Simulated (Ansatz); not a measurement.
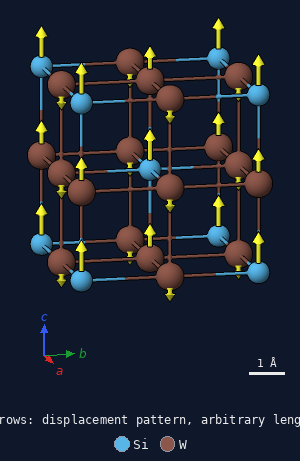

Phonons of solid SiW₃, space group Im-3m (No. 229), at the zone centre of a doubled cell. The levels lie at 164i (×3), 159i (×3), 86i (×3), 97 (×3), 115 (×3), 232 (×3), 249 (×3) cm⁻¹. One mode is drawn. The yellow arrows are the displacements of the atoms (eigenvector over the root of the mass), of arbitrary overall length and sign. A ball-and-stick model of the conventional cell, seen slightly off an axis. Lengths and directions refer to the drawn axes.

The calculation used DFT PBE, scalar-relativistic, plane waves, PAW (Ansatz). Set-up: plane-wave cutoff 420 eV; k-point mesh 10 × 10 × 10; occupations gaussian; smearing width 0.15 eV; no spin polarisation.

Q: To which level does it belong?

A: The level at 159i cm⁻¹. This is a triply degenerate mode (one member of the set is drawn), level 2 of 7, counted from below (the three translations aside). All motion is along c; it mainly bends the Si–W, W–W bonds; the kinetic energy is shared as W 86 %, Si 14 %. It repeats in both halves of the doubled cell: it is a zone-centre mode of the crystal. The frequency is imaginary, so the structure is unstable against this distortion. Freezing in the drawn pattern lowers the space group from Im-3m to I4mm (No. 107).
